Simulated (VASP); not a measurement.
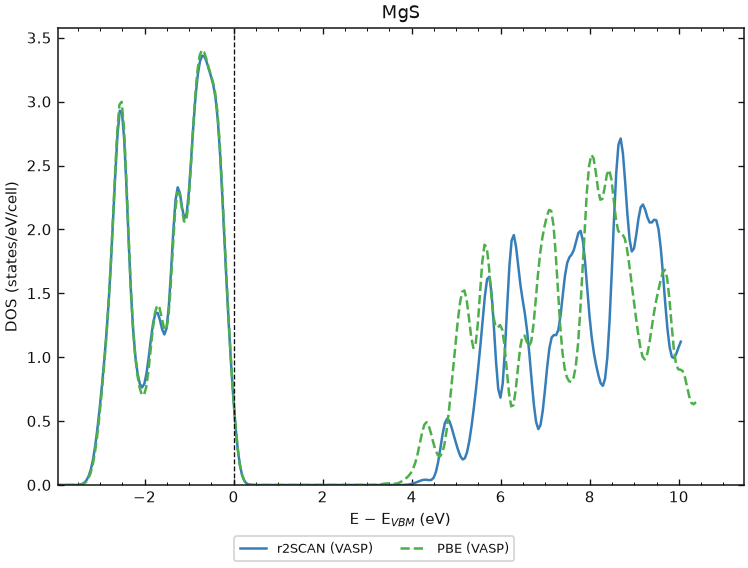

Total densities of states of MgS, space group F-43m (No. 216), 2 atoms in the cell, zincblende type, by two methods on the same cell. The curves are built from the levels of the k mesh with Gaussians 0.3 eV wide, which also blur the band edges. Each is counted from its own valence-band top.

**How do the methods compare?**

r2SCAN (VASP) gives a gap of 4.13 eV and PBE (VASP) gives a gap of 3.46 eV.

Settings. r2SCAN (VASP): DFT, r2SCAN, plane waves, PAW, 8×8×8 k mesh, 520 eV cutoff, Gaussian smearing of 0.01 eV (VASP). PBE (VASP): DFT, PBE, plane waves, PAW, 8×8×8 k mesh, 520 eV cutoff, Fermi-Dirac smearing of 0.02 eV (VASP).
